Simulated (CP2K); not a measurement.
## Energy of CuI along an even scaling of the cell

System: CuI (2 atoms in the cell).
Method: Kohn-Sham DFT of a periodic cell, PBE, GTH-PBE with UZH-TZVP basis, no spin polarisation (CP2K 2026.2).

The 6 runs differ only in the geometry, by an even scaling of the cell at fixed fractional positions. The structure derives from an entry of the Crystallography Open Database.

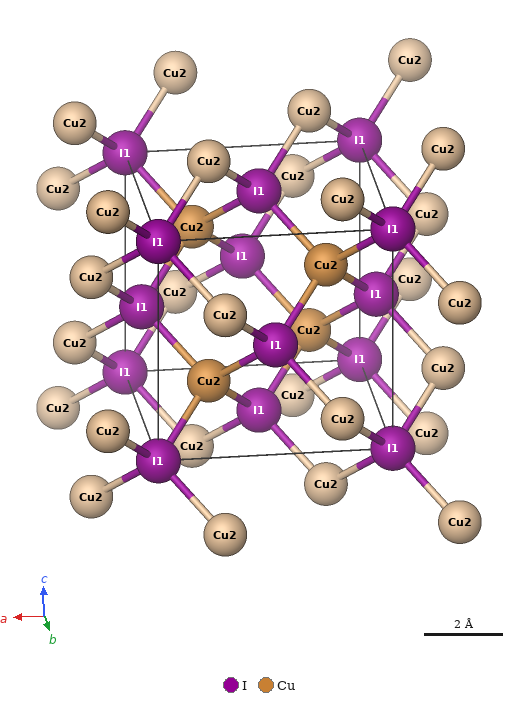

Figure 1. The structure of run 4 (ball-and-stick view of the cell 4 times as large as that of the calculation, set on its symmetry axes, seen at an oblique angle; neighbours outside the cell are drawn fainter; atoms are numbered from 1 in the order of the input).

### Input of run 4
```
&GLOBAL
  PROJECT cui_eos
  RUN_TYPE ENERGY_FORCE
  PRINT_LEVEL LOW
&END GLOBAL
&FORCE_EVAL
  METHOD QS
  STRESS_TENSOR ANALYTICAL
  &DFT
    BASIS_SET_FILE_NAME BASIS_MOLOPT_UZH
    POTENTIAL_FILE_NAME POTENTIAL_UZH
    WFN_RESTART_FILE_NAME previous-RESTART.kp
    &MGRID
      CUTOFF 450
      REL_CUTOFF 60
      NGRIDS 4
    &END MGRID
    &QS
      METHOD GPW
      EPS_DEFAULT 1.0E-10
    &END QS
    &KPOINTS
      SCHEME MONKHORST-PACK 8 8 8
      GAMMA_CENTERED T
      SYMMETRY T
      SYMMETRY_BACKEND SPGLIB
    &END KPOINTS
    &SCF
      SCF_GUESS RESTART
      EPS_SCF 1.0E-6
      MAX_SCF 100
      ADDED_MOS 13
      CHOLESKY OFF
      EPS_EIGVAL 1.0E-7
      &DIAGONALIZATION ON
        ALGORITHM STANDARD
      &END DIAGONALIZATION
      &MIXING ON
        METHOD BROYDEN_MIXING
        ALPHA 0.4
        BETA 1.5
        NBUFFER 8
      &END MIXING
      &SMEAR ON
        METHOD FERMI_DIRAC
        ELECTRONIC_TEMPERATURE [K] 580.226
      &END SMEAR
    &END SCF
    &XC
      &XC_FUNCTIONAL
        &GGA_X_PBE
        &END GGA_X_PBE
        &GGA_C_PBE
        &END GGA_C_PBE
      &END XC_FUNCTIONAL
    &END XC
    &PRINT
      &KPOINTS ON
      &END KPOINTS
      &MULLIKEN ON
      &END MULLIKEN
      &MO ON
        ENERGIES T
        OCCUPATION_NUMBERS T
        &EACH
          QS_SCF 0
        &END EACH
        ADD_LAST NUMERIC
      &END MO
    &END PRINT
  &END DFT
  &SUBSYS
    &CELL
      ABC 4.3155812180 4.3155812180 4.3155812180
      ALPHA_BETA_GAMMA 60.0000000006 59.9999999998 60.0000000001
      PERIODIC XYZ
    &END CELL
    &COORD
      SCALED
      I   0.0000000000 0.0000000000 0.0000000000
      Cu  0.7500000000 0.7500000000 0.7500000000
    &END COORD
    &KIND I
      BASIS_SET TZVP-MOLOPT-PBE-GTH-q7
      POTENTIAL GTH-PBE-q7
    &END KIND
    &KIND Cu
      BASIS_SET TZVP-MOLOPT-PBE-GTH-q11
      POTENTIAL GTH-PBE-q11
    &END KIND
    &PRINT
      &ATOMIC_COORDINATES ON
      &END ATOMIC_COORDINATES
      &CELL ON
      &END CELL
      &SYMMETRY ON
      &END SYMMETRY
    &END PRINT
  &END SUBSYS
  &PRINT
    &FORCES ON
    &END FORCES
    &STRESS_TENSOR ON
    &END STRESS_TENSOR
  &END PRINT
&END FORCE_EVAL
```

Command:
```bash
OMP_NUM_THREADS=1 cp2k.psmp -i cui_eos.inp -o cui_eos.out
```

Lattice vectors (Å) and fractional positions of run 4:
```
   4.315581    0.000000    0.000000
   2.157791    3.737403    0.000000
   2.157791    1.245801    3.523657
I   0.000000  0.000000  0.000000
Cu  0.750000  0.750000  0.750000
```

Run 5 has the same physical settings and fractional positions; its lattice vectors (Å) are:
```
   4.343605    0.000000    0.000000
   2.171803    3.761672    0.000000
   2.171803    1.253891    3.546539
```

### Results, with one run withheld

```tsv
run	volume per atom (Å³)	free energy per atom, from the lowest run given (meV)	pressure (GPa)	gap on the mesh (eV)
1	26.188	30.63	4.37	1.17
2	26.745	17.56	3.16	1.11
3	27.302	7.77	2.06	1.04
4	28.417	0.00	0.25	0.93
5	28.974	?	?	?
6	29.531	3.37	−1.16	0.83
```

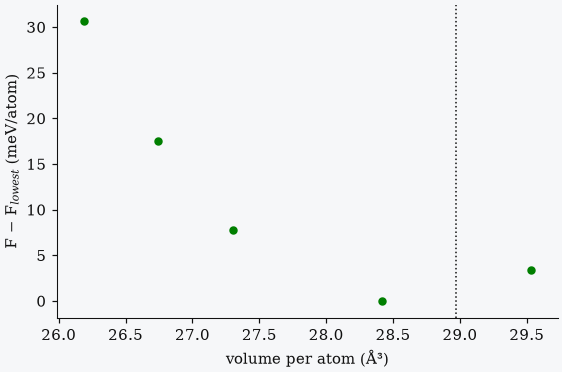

Figure 2. Free energy per atom of the runs given; the dotted line marks run 5.

Fit the runs given and predict run 5.

A cubic polynomial in V^(−2/3) (the Birch–Murnaghan form), fitted to the 5 runs given, misses them by at most 0.25 meV per atom. With x = V^(−2/3) − 0.10951 Å⁻², it reads F = 4.6106 + 3777.3 x + 7.4338e+05 x² + 3.1643e+06 x³ (meV per atom). At run 5 it gives 0.37 meV per atom, and the run itself gives 0.46. The slope of the fit gives a pressure −dF/dV of −0.51 GPa there, and the run prints −0.50 GPa. The fit has its minimum at 28.600 Å³ per atom, where V d²F/dV² gives 40.9 GPa: the bulk modulus at this level, since symmetry fixes the shape and the positions. The gap on the mesh goes, without turning, from 1.17 eV in run 1 to 0.83 eV in run 6; run 5 has 0.88 eV. These are gaps of this functional on this mesh, which can miss the band edges; they aren't the measured gap.

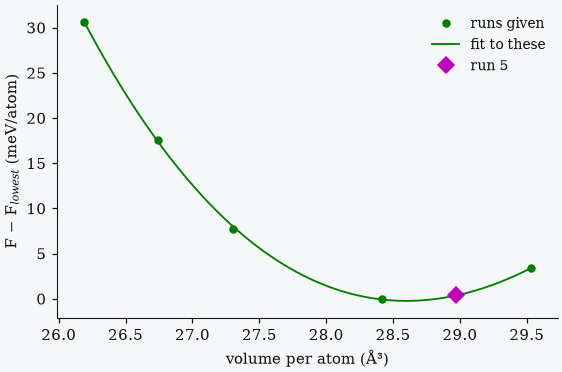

Figure 3. The fit and the withheld run.

### Some lines of the output (run 5)
```
[...]
 CELL| Volume [angstrom^3]:                                            57.947680
 CELL_REF| Volume [angstrom^3]:                                        57.947680
                        Smear method:                                FERMI_DIRAC
  Step     Update method      Time    Convergence         Total energy    Change
  Fermi energy:                                                 0.13834506080223
  Total energy:                                               -59.26521753468766
  Total energy (extrapolated to T->0):                        -59.26521750769729
 MO| E(Fermi):            0.138345 a.u.          3.764561 eV
```
